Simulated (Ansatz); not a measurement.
## TaN: a failed or faulty run and its cure

System: TaN (6 atoms in the cell).
Method of run A: DFT, PBEsol, plane waves, PAW, Ueff = 4 eV on N f (Ansatz 0.2.0).

The structure derives from an entry of the Crystallography Open Database. Text and figures count atoms from 1; the logs count them from 0 in places.

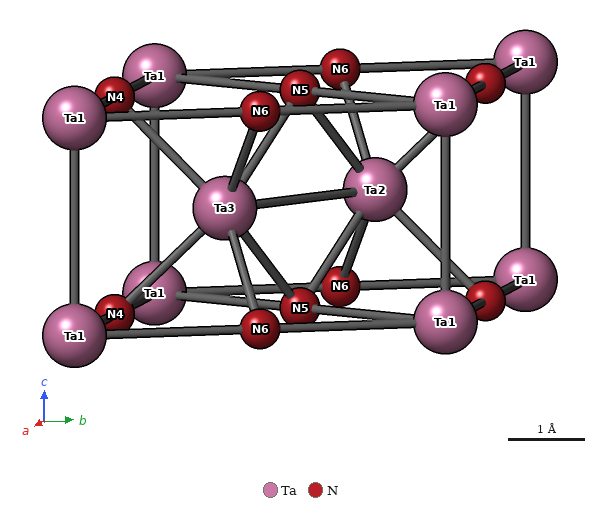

**Figure 1.** The input geometry (ball-and-stick view of the cell of the calculation, seen slightly off an axis; atoms are numbered from 1 in the order of the input). An atom can appear more than once, as a periodic image.

## Input file, run A
```yaml
crystal:
  lattice:
    - [5.1849992558, 0.0, 0.0]
    - [-2.5924996279, 4.4903410741, 0.0]
    - [0.0, 0.0, 2.908]
  atoms:
    - { symbol: Ta, position: [0.0, 0.0, 0.0] }
    - { symbol: Ta, position: [0.3333333333, 0.6666666667, 0.5] }
    - { symbol: Ta, position: [0.6666666667, 0.3333333333, 0.5] }
    - { symbol: "N", position: [0.5, 0.0, 0.0] }
    - { symbol: "N", position: [0.5, 0.5, 0.0] }
    - { symbol: "N", position: [0.0, 0.5, 0.0] }
basis:
  ecutwfc: 420
kpoints:
  mp_grid: { grid: [12, 12, 12] }
hamiltonian:
  xc: pbesol
  hubbard: { sites: [{ species: "N", l: f, u_eff: 4.0 }] }
scf:
  occupations: { method: gaussian, width: 0.1 }
  max_iter: 60
output:
  forces: true
  eigenvalues: true
  stress: true
relax:
  adjacent_minimum: "off"
  f_tol: 0.005
  max_steps: 80
  cell: { stress_tol: 0.05 }
```

Launched with:
```bash
ansatz run input.yaml --threads 2 --pin off --max-ram 5120MiB --backend cpu --events-out ev --progress --plain --runs-dir out
```

Hardware: 2 threads of AMD EPYC (Zen 5), 32 GiB of memory available, shared host.

## Output (run A)
```
Error: inconsistent input (hamiltonian.hubbard.sites[].l, hamiltonian.hubbard.sites[].shell): the file of N doesn't list 4f, and it can't be added: PBE doesn't bind the shell 4f of the free atom, whose level lies at +1.14 eV. Type an atom or ion with it (hamiltonian.pseudopotentials.projection_atoms), take another file or name another shell
```

Question: Diagnose this run and give a change of the input that cures it.

Answer: A setting was made wrong on purpose: a U on a shell that isn't there (`hamiltonian.hubbard`). The program refused the input: “inconsistent input (hamiltonian.hubbard.sites[].l, hamiltonian.hubbard.sites[].shell): the file of N doesn't list 4f, and it can't be added: PBE doesn't bind the shell 4f of the free atom, whose level lies at +1.14 eV …”

A run of the same system that converges differs from this input as follows (lines with − go, lines with + come):
```diff
-  hubbard: { sites: [{ species: "N", l: f, u_eff: 4.0 }] }
-  max_iter: 60
+  write_density: true
+  write_potential: true
+  elf: true
+  volumetric_format: npy
```

## Output, shortened to warnings, some set-up lines, iterations and results (run B)
```
Basis set: ecut = 420 eV, 1287 PW (Γ), exchange–correlation on 72×72×40 points (8 copies of the dense FFT grid, shifted against one another)
Symmetry: 24 space group operations
k-points: 133 of 1728
Initial density: superposition of atomic densities (neutral atoms: chi_scale 0, normalization atom), corrected by the library's trained network
[...]
SCF iter   1: F=—  HF=-30560.286161 eV  |F-HF|=—  |Δ(HF+E_count)|=         —  Δρ=1.19e-2  dr2=1.42e-1  ethr=1.77e-3  ⟨swp⟩=5.3  Hψ=17882  notcnv=0
SCF iter   2: F=—  HF=-30560.263973 eV  |F-HF|=—  |Δ(HF+E_count)|=   2.22e-2  Δρ=4.24e-3  dr2=1.44e-2  ethr=2.63e-4  ⟨swp⟩=1.4  Hψ=5568  notcnv=0  defer=9
SCF iter   3: F=—  HF=-30560.261363 eV  |F-HF|=—  |Δ(HF+E_count)|=   2.61e-3  Δρ=1.94e-3  dr2=2.78e-3  ethr=2.67e-5  ⟨swp⟩=2.2  Hψ=5003  notcnv=0  defer=9
SCF iter   4: F=—  HF=-30560.260703 eV  |F-HF|=—  |Δ(HF+E_count)|=   6.60e-4  Δρ=4.97e-4  dr2=1.55e-4  ethr=5.15e-6  ⟨swp⟩=2.0  Hψ=5934  notcnv=0  defer=9
SCF iter   5: F=—  HF=-30560.260665 eV  |F-HF|=—  |Δ(HF+E_count)|=   3.75e-5  Δρ=1.30e-4  dr2=6.86e-6  ethr=2.86e-7  ⟨swp⟩=2.0  Hψ=6186  notcnv=0  defer=9
[... 36 lines ...]
SCF iter   2: F=—  HF=-30560.264077 eV  |F-HF|=—  |Δ(HF+E_count)|=   4.18e-5  Δρ=2.29e-6  dr2=2.88e-9  ethr=9.61e-12  ⟨swp⟩=3.1  Hψ=9981  notcnv=0
SCF iter   3: F=—  HF=-30560.264077 eV  |F-HF|=—  |Δ(HF+E_count)|=  7.20e-10  Δρ=6.21e-7  dr2=1.83e-10  ethr=5.34e-12  ⟨swp⟩=2.0  Hψ=7580  notcnv=0
SCF iter   4: F=-30560.264077 eV  HF=-30560.264077 eV  |F-HF|=1.82e-11  |Δ(HF+E_count)|=  5.46e-11  Δρ=3.05e-7  dr2=2.91e-11  ethr=1.00e-12  ⟨swp⟩=7.2  Hψ=20833  notcnv=0
SCF 7 converged in 4 iterations: F = -30560.264077 eV  dr2 = 2.91e-11
relax step   7: F+E_penalty+E_count = -30560.26407731 eV  Δ(F+E_penalty+E_count) = -1.653e-5 eV  max|allowed force component| = 1.145e-16 eV/Å  Δτ_max = 0.0000 Å  P = +0.001 …
basis re-selected at this cell: Δ(F+E_penalty+E_count) = -1.653e-5 eV, ΔP = +0.000 GPa vs the last step (what re-selecting the basis moved, of the pressure what is left beyond the Pulay correction that the steps carried, after the strain that the cell walked since its last selection, with what the …
SCF converged after 4 iterations
Free energy (F): -30560.264077 eV
Harris-Foulkes:  -30560.264077 eV  (|F-HF|=1.82e-11)
Internal energy: -30560.260822 eV  (E = F + TS)
E sigma→0 (E₀):  -30560.262450 eV
Entropy (-TS):   -0.003255 eV (-0.543 meV/atom)
Fermi energy:    19.408144 eV
--- Per-component energies (eV) ---
  E_band       = -226.516496
  E_kinetic    = 1496.886194
  E_local      = -2083.025430  (includes V_loc(G=0)·N_el)
  E_nonlocal   = 188.727232
  E_hartree    = 709.311902
  E_xc         = -832.411415
  E_vxc        = -843.303145  (∫ρ·V_xc dr)
  E_paw        = -25185.933586  (= ΣΔE_a)
  E_vpaw       = -404.425837  (= ΣTr[D̂ρ^β])
  E_aug_tail   = 0.000874  (compensation charges beyond the density's cutoff)
  E_ewald      = -4854.541829
  E_core_change = 0.725236  (= ΣΔE_core)
  E_smearing   = -0.003255  (= −TS)
  E_closure    = -0.000000  (closes the sum)
  Σ components = -30560.264077   (vs F -30560.264077, Δ=0.00e0)
--- Forces (eV/Å), atoms counted from 1 ---
  atom   1  Ta    -0.00000000     0.00000000     0.00000000
  atom   2  Ta     0.00000000    -0.00000000     0.00000000
  atom   3  Ta     0.00000000     0.00000000    -0.00000000
  atom   4  N      0.00000000     0.00000000    -0.00000000
  atom   5  N      0.00000000     0.00000000     0.00000000
  atom   6  N      0.00000000     0.00000000     0.00000000
  max |Σ_I F_I| component: 9.25e-18 eV/Å
--- Stress (GPa, compression-positive) ---
        0.001272       0.000000       0.000000
        0.000000       0.001272      -0.000000
        0.000000      -0.000000       0.000592
  P = ⅓ Tr σ = 0.0010 GPa (0.010 kbar)
--- Relaxed structure (5 steps of the walk, 5 accepted, 2 SCFs on fresh bases) ---
  F+E_penalty+E_count = -30560.26407731 eV   max|allowed force component| = 1.145e-16 eV/Å   (the final SCF, on the basis selected at the relaxed cell)
  cell:  # Å, volume = 68.1274 Å³
    - [5.205089412992638, -1.3067136719206488e-33, 0.0]
    - [-2.602544706496319, 4.507739660621057, -3.536397610486646e-35]
[...]
```

## The two runs side by side

```tsv
quantity	run A	run B
outcome	refused	converged
free energy per atom (eV)	–	−5093.3773
gap on the mesh (eV)	–	0.00
pressure (GPa)	–	0.00
volume per atom (Å³)	–	11.35
largest force (eV/Å)	–	0.000
SCF iterations	–	32
irreducible k-points	–	133
```

Notes on run B: Spin–orbit coupling is left out, which matters for Ta.
